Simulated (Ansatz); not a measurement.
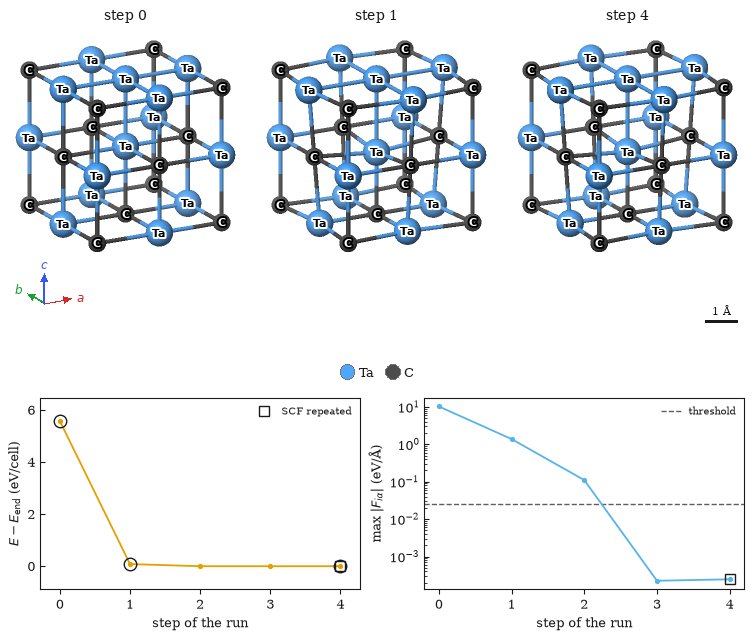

Frames of a relaxation of a defect cell of composition Ta$_{9}$C$_{7}$ (coarse preliminary run), marked on the history of the run. Style: ball-and-stick. Shown: the atoms within 4.2 Å of the atom that moves most (axes of the conventional cell (4 times the calculation's cell) (origin shifted)), from a free direction. Lengths and directions refer to the drawn axes.

Case: Ta on a C site (b), charge +0, atoms relaxed at the host's cell.

Computed with DFT PBE, scalar-relativistic, plane waves, PAW (Ansatz 0.2.0).

Input
```yaml
crystal:
  lattice:
    - [0.0, 4.4754013011, -4.4754013011]
    - [4.4754013011, 4.4754013011, 0.0]
    - [4.4754013011, 0.0, -4.4754013011]
  atoms:
    - { symbol: Ta, position: [0.5, 0.5, 0.0] }
    - { symbol: Ta, position: [0.5, 0.0, 0.0] }
    - { symbol: Ta, position: [1.0, 0.5, 0.0] }
    - { symbol: Ta, position: [1.0, 0.0, 0.0] }
    - { symbol: Ta, position: [0.5, 0.5, 0.5] }
    - { symbol: Ta, position: [0.5, 0.0, 0.5] }
    - { symbol: Ta, position: [1.0, 0.5, 0.5] }
    - { symbol: Ta, position: [1.0, 0.0, 0.5] }
    - { symbol: Ta, position: [0.25, 0.75, 0.25] }
    - { symbol: C, position: [0.25, 0.25, 0.25] }
    - { symbol: C, position: [0.75, 0.75, 0.25] }
    - { symbol: C, position: [0.75, 0.25, 0.25] }
    - { symbol: C, position: [0.25, 0.75, 0.75] }
    - { symbol: C, position: [0.25, 0.25, 0.75] }
    - { symbol: C, position: [0.75, 0.75, 0.75] }
    - { symbol: C, position: [0.75, 0.25, 0.75] }
basis:
  ecutwfc: 420
  xc_grid: 2
kpoints:
  mp_grid: { grid: [1, 1, 1], shift: [0.0, 0.0, 0.0] }
hamiltonian:
  xc: pbe
scf:
  occupations: { method: gaussian, width: 0.1 }
output:
  forces: true
  stress: false
  eigenvalues: true
relax:
  adjacent_minimum: "off"
  f_tol: 0.025
  max_steps: 45
```

Command:
```bash
ansatz run input.yaml --threads 4 --pin off --max-ram 10240MiB --backend cpu --events-out ev --progress --plain --runs-dir out
```

Describe the path.

Answer. Over 3 accepted moves (4 points after the start) the energy falls by 5.578 eV per cell of the calculation. Largest force component: 10 eV/Å at the start, 0.00025 eV/Å at the end. 1 step only repeated the SCF at the same geometry. The largest moves, 0.17 Å, are those of Ta1, Ta2, Ta4, Ta5, Ta7 and Ta8. Ta5 goes along −c. C stays in place. The lattice vectors keep their values. Near-neighbour distances that change, for instance: Ta1–Ta2 3.165 → 2.917 Å, Ta1–Ta2 (another image) 3.165 → 3.412 Å, Ta1–Ta9 2.238 → 2.412 Å, Ta1–C16 2.238 → 2.063 Å. Among the angles between lasting bonds that change: C11–Ta5–C14 180.0° → 171.1°, Ta9–Ta5–C11 90.0° → 85.5°, C11–Ta5–C16 90.0° → 94.5°. The run took 10 s on 4 threads of Intel(R) Xeon(R) Processor @ 2.50GHz (Skylake/Cascade Lake) (shared host), peak memory 0.41 GiB. From step 0 to 1: Ta atoms move most (0.20 Å), energy −5.494 eV per cell of the calculation. From step 1 to 4: Ta atoms move most (0.02 Å), energy −83.3 meV per cell of the calculation.

| step | E − E(0), meV/atom | largest force component, eV/Å | note |
| --- | --- | --- | --- |
| 0 | 0.00 | 10.2654 |  |
| 1 | -343.40 | 1.3815 |  |
| 2 | -348.57 | 0.1105 |  |
| 3 | -348.60 | 0.0002 |  |
| 4 | -348.60 | 0.0002 | same geometry, SCF repeated |

Limits of the set-up: the k-point mesh is coarse for a cell with partly filled bands; the periodic images lie only 6.3 Å apart, so the values are limited by the cell's size.
